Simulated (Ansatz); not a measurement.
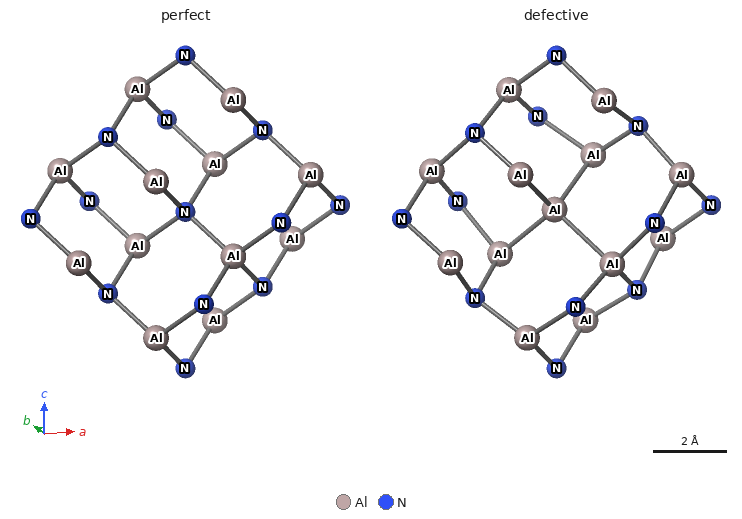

Left: perfect AlN. Right: the same region with one point defect, after relaxing the atoms in a supercell of 64 sites. Style: ball-and-stick. Shown: the atoms within 4.6 Å of one point, in a slice 4.2 Å thick across the line of sight, slightly off an axis.

The calculation used DFT, PBEsol, PAW, plane waves (Ansatz). (plane-wave cutoff 420 eV; k-point mesh 1 × 1 × 1; mesh shifted by (0.25, 0.25, 0.25); collinear spin) Fermi-Dirac smearing of 0.01 eV. A uniform background neutralises the charged cell. The axes drawn are those of the host's conventional cell.

What kind of defect was made?

A nitrogen atom is replaced by aluminium.

The charge state of the cell is −1.

What does the relaxation do around it?

In the host the N atom has 4 Al at 1.90 Å; the Al atom ends with 4 Al at 2.23 to 2.28 Å. Of the host's atoms, an aluminium atom moves furthest from its site, by 0.39 Å. The Al atom itself moves 0.08 Å from where it was put. The cell's net moment is 1.00 μB.

Limits of the set-up: the cell is charged, on a uniform background, and energies carry no finite-size correction.
